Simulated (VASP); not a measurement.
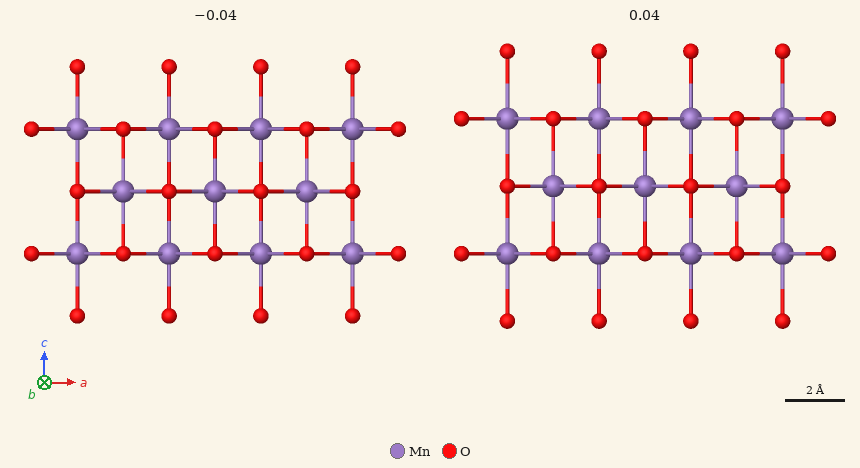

Solid MnO (set up in I4/mmm), held at several strains, with the atoms relaxed (per unit of the tabulated number the cell is strained by 1.0 along c). The picture shows the first and the last member. A ball-and-stick model of the conventional cell (2 times the calculation's cell), repeated 3 × 1 × 1 with one cell outlined, seen along the b axis. Lengths and directions refer to the drawn axes.

Computed with VASP 6.6.1: PBE, VASP PAW PBE potentials, recommended. Set-up: plane-wave cutoff 520 eV; k-point mesh 7 × 7 × 7; occupations fermi-dirac; smearing width 0.05 eV; collinear spin.

| strain | energy (meV/atom) |
| --- | --- |
| −0.04 | 6.34 |
| −0.02 | 0.59 |
| −0.01 | −0.12 |
| 0.0 | 0.00 |
| 0.01 | ? |
| 0.02 | 1.95 |
| 0.04 | 5.26 |

One row is withheld. What does the calculation give there?

Answer. A parabola through three neighbouring rows (−0.01, 0.0, 0.02) gives, with Lagrange weights, (−0.3333)(−0.12) + (1.0000)(0.00) + (0.3333)(1.95) = 0.69 meV/atom. The calculation gives 0.75 meV/atom. The estimate is 0.06 meV/atom too low. From the first member to the last: Mn–O 2.133 → 2.311 Å.

The whole series:

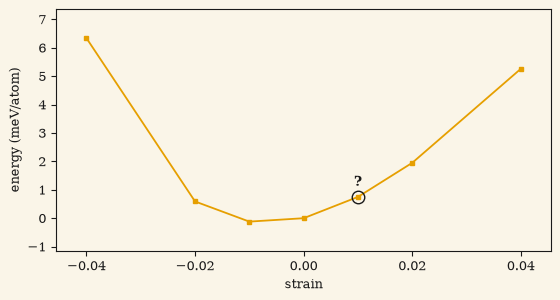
